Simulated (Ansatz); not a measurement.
**Se: density, localisation and related maps**

The calculation's input:

```
crystal:
  lattice:
    - [2.672845432, 0.0, 0.0]
    - [0.0, 2.7571623226, 0.0]
    - [0.0, 0.0, 2.7571623226]
  atoms:
    - { symbol: Se, position: [0.0, 0.0, 0.0] }
basis:
  ecutwfc: 420
kpoints:
  mp_grid: { grid: [14, 14, 14] }
hamiltonian:
  xc: pbe
scf:
  occupations: { method: gaussian, width: 0.1 }
output:
  forces: true
  stress: true
  eigenvalues: true
  write_density: true
  write_potential: true
  elf: true
  volumetric_format: npy
```

Launched as:

```sh
ansatz run input.yaml --threads 1 --pin off --max-ram 1331MiB --backend cpu --events-out ev --progress --plain --runs-dir out
```

Below, planes, directions and counts refer to the conventional cell (a = 2.76 Å, b = 2.76 Å, c = 2.67 Å, α = 90.00°, β = 90.00°, γ = 90.00°).

Space group P4/mmm; a structure from a database of computed crystals, not necessarily the ambient phase; changed on purpose from its base cell (strained and moved within a subgroup); computed pressure about 10 GPa in this cell.

Theory: DFT PBE, scalar-relativistic, plane waves, PAW (Ansatz).

Core electrons are frozen (PAW), and the valence fields are smoothed inside the atomic spheres.

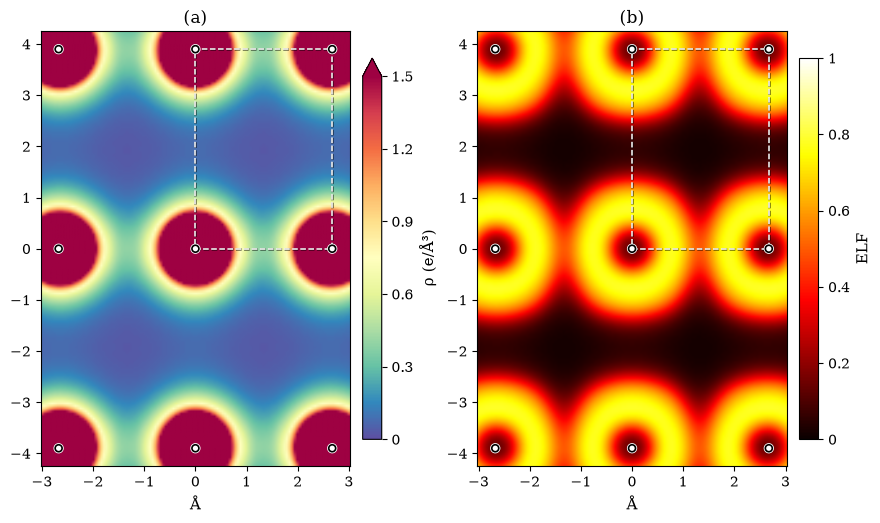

Figure 1. (a) valence electron density; (b) ELF on the (11̄0) plane of the conventional cell. Circles mark the nuclei in the plane (Se).

Question: What does the map show?

Answer: The section cuts through Se sites.
Se–Se (2.67 Å): ρ is about 0.39 e/Å³ halfway; the ELF is about 0.50 at the midpoint.
Between the atoms the lowest density in this plane is 0.03 e/Å³.

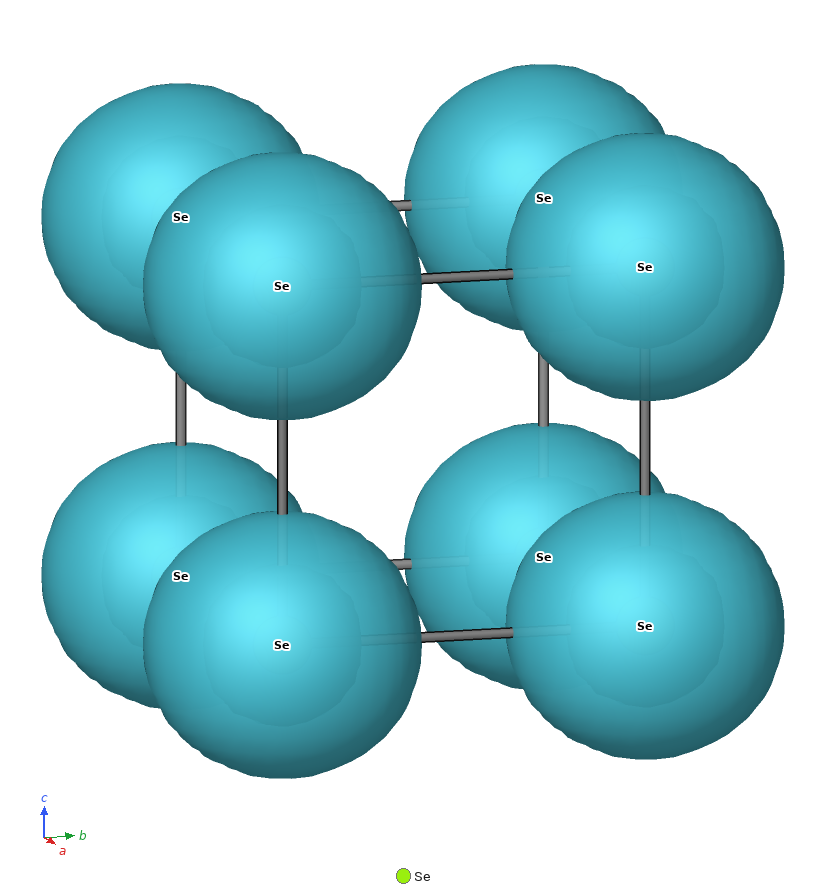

Figure 2. Isosurface of the electron localisation function at 0.7 (cyan), seen slightly off an axis. Only the valence region is drawn (cores and ρ < 0.01 e/Å³ removed). Sticks mark near contacts.

Question: Identify the bonds, lone pairs and shells in this picture.

Answer: The surface consists of one region wrapped around Se (its valence shell), counted in one cell of 1 atoms. Regions shared between cells count once. Profiles from the grid: Se–Se (2.76 Å): the ELF is about 0.45 at the midpoint.

Question: Does the calculation give a band gap?

Answer: It is gapless in this calculation (a metal or semimetal).
